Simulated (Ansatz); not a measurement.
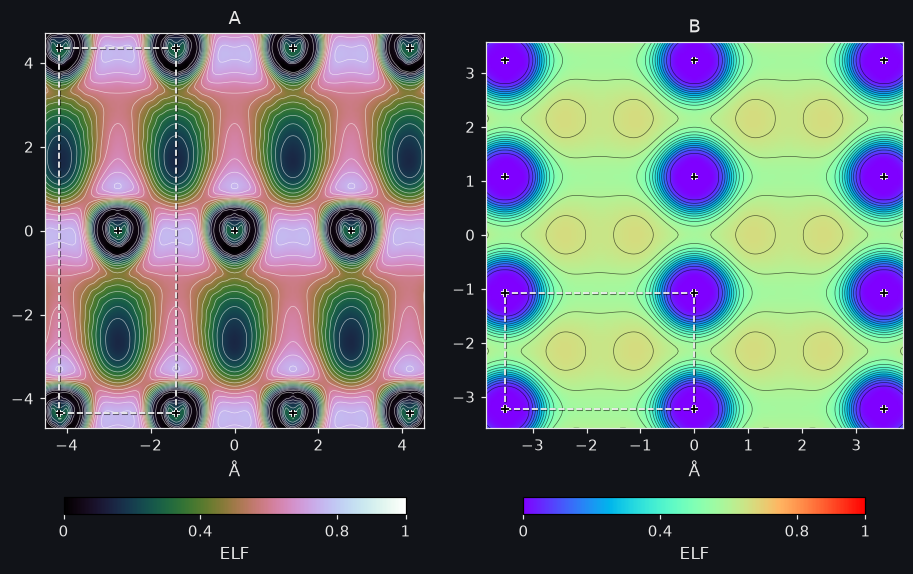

The electron localisation function of 2 systems, each on a plane through atoms (crosses mark nuclei in the plane).

Method: DFT, PBEsol, plane waves (420 eV) with PAW, scalar-relativistic (Ansatz 0.2.0).

System 1: Al, the (001) plane of the conventional cell. Space group C2/c; set up as Al, beta-Sn type; a generated structure, not necessarily the stable one.

```cif
data_structure
_symmetry_space_group_name_H-M 'P 1'
_symmetry_Int_Tables_number 1
_cell_length_a 2.7833
_cell_length_b 8.7126
_cell_length_c 2.8591
_cell_angle_alpha 90.000
_cell_angle_beta 90.585
_cell_angle_gamma 90.000
_cell_volume 69.33
loop_
_atom_site_label
_atom_site_type_symbol
_atom_site_fract_x
_atom_site_fract_y
_atom_site_fract_z
_atom_site_occupancy
Al1 Al 0.50000 0.86466 0.75000 1
Al2 Al 0.00000 0.36466 0.75000 1
Al3 Al 0.50000 0.13534 0.25000 1
Al4 Al 0.00000 0.63534 0.25000 1
```

System 2: Be, the (100) plane of the conventional cell. Space group P6/mmm; set up as Be, omega (AlB2-type); a generated structure, not necessarily the stable one; changed on purpose from its base cell (volume × 0.96); computed pressure about 5 GPa in this cell.

```xyz
3
Lattice="3.5127 0.0000 0.0000 -1.7564 3.0421 0.0000 0.0000 0.0000 2.1539" Properties=species:S:1:pos:R:3 pbc="T T T"
Be    0.0000    0.0000    0.0000
Be    0.0000    2.0281    1.0769
Be    1.7564    1.0140    1.0769
```

> Which map belongs to which system?

Panel A is system 1, Al: the plane holds Al. Al–Al (2.78 Å): the ELF peaks at about 0.75 between the atoms. Panel B is system 2, Be: the plane holds Be. Be–Be (2.15 Å): the ELF reaches about 0.60 near the midpoint.
